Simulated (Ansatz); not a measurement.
System: Tl, space group Im-3m (No. 229) (one of a set of cubic test structures, which need not be the stable phase).

One of the inputs:
```
crystal:
  lattice:
    - [-1.988776720137, 1.988776720137, 1.988776720137]
    - [1.988776720137, -1.988776720137, 1.988776720137]
    - [1.988776720137, 1.988776720137, -1.988776720137]
  atoms:
    - { symbol: Tl, position: [0, 0, 0] }
kpoints:
  mp_grid: { grid: [13, 13, 13] }
hamiltonian:
  xc: pbe
  pseudopotentials:
    kind: paw
    azcp:
      Tl: "pseudopotentials/pbe/paw/ansatz_paw_generated_hard_1/Tl.paw.azcp"
scf:
  occupations: { method: fermi_dirac, width: 0.061225619053 }
  convergence: { dr2_threshold: "1e-9 eV" }
  max_iter: 300
output:
  forces: true
  stress: true
```

Command:
```bash
ansatz run input.yaml --threads 1
```

Calculation (Ansatz 0.2.0 development build): equation of state of a cubic crystal from periodic Kohn-Sham density functional theory without spin, third-order Birch-Murnaghan fit to the free energies; pressure corrected for the finite basis. Level: PBE, no spin-orbit coupling.

- structure type: bcc
- atoms in cell: 1
- space group number: 229
- lattice centring: body-centred primitive
- k mesh: 13×13×13
- occupation method: Fermi–Dirac
- occupation width: 0.06123 eV
- wave cutoff: 700 eV
- datasets: hard PAW
- density tolerance: 1e−09 eV
- bands: 15
- density cutoff ratio: 4
- search for lower states: default

What does the calculation give for the energy above the lowest point and pressure against volume? The volume takes the values 29.58, 30.21, 30.84, 31.46, 32.09, 32.72, 33.35 Å³/atom.

A third-order Birch–Murnaghan fit gives V0 = 31.46 Å³/atom, B0 = 26.1 GPa and B′ = 5.3. The energy above the lowest point is 10.4 meV/atom at volume 29.58 Å³/atom and 8.2 meV/atom at 33.35 Å³/atom; the lowest computed point is at volume 31.46 Å³/atom (0.0 meV/atom). The pressure falls from 1.896 GPa at volume 29.58 Å³/atom to −1.308 GPa at 33.35 Å³/atom, and changes sign near 31.45 Å³/atom.

| volume (Å³/atom) | energy above the lowest point (meV/atom) | pressure (GPa) |
| --- | --- | --- |
| 29.58 | 10.4 | 1.896 |
| 30.21 | 4.4 | 1.179 |
| 30.84 | 1.0 | 0.550 |
| 31.46 | 0.0 | −0.010 |
| 32.09 | 1.0 | −0.500 |
| 32.72 | 3.8 | −0.930 |
| 33.35 | 8.2 | −1.308 |

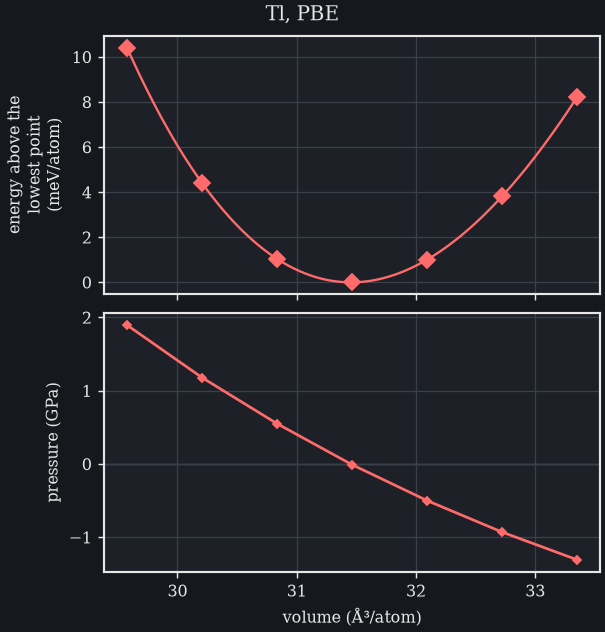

Note: cubic model structure, not the ambient form; modest k-mesh, values are not fully converged in k; no spin-orbit coupling with 6p elements.
